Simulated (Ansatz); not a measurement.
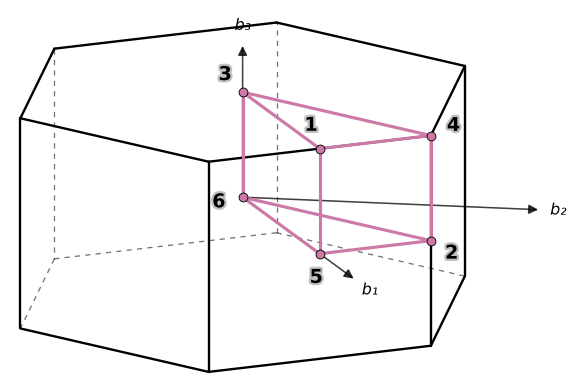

The first Brillouin zone of a primitive hexagonal lattice (hP; extended symbol hP2) is drawn with its special points numbered. Crystal: Eu, the input geometry of an electronic-structure calculation (not necessarily at equilibrium); the starting structure was generated, so it need not be a known form of this composition. The drawing is computed from the coordinates (standard cell, symmetry found to 0.002 Å).

a = 4.107 Å, b = 4.107 Å, c = 6.708 Å, α = 90.00°, β = 90.00°, γ = 120.00°.

Labels and path follow the convention of Hinuma et al. (2017), as computed by seekpath; the arrows show the directions of the reciprocal primitive vectors b₁, b₂, b₃, in which coordinates are given.

Give the label and coordinates of each numbered point.

| no. | label | coordinates |
| --- | --- | --- |
| 1 | L | (1/2, 0, 1/2) |
| 2 | K | (1/3, 1/3, 0) |
| 3 | A | (0, 0, 1/2) |
| 4 | H | (1/3, 1/3, 1/2) |
| 5 | M | (1/2, 0, 0) |
| 6 | Γ | (0, 0, 0) |
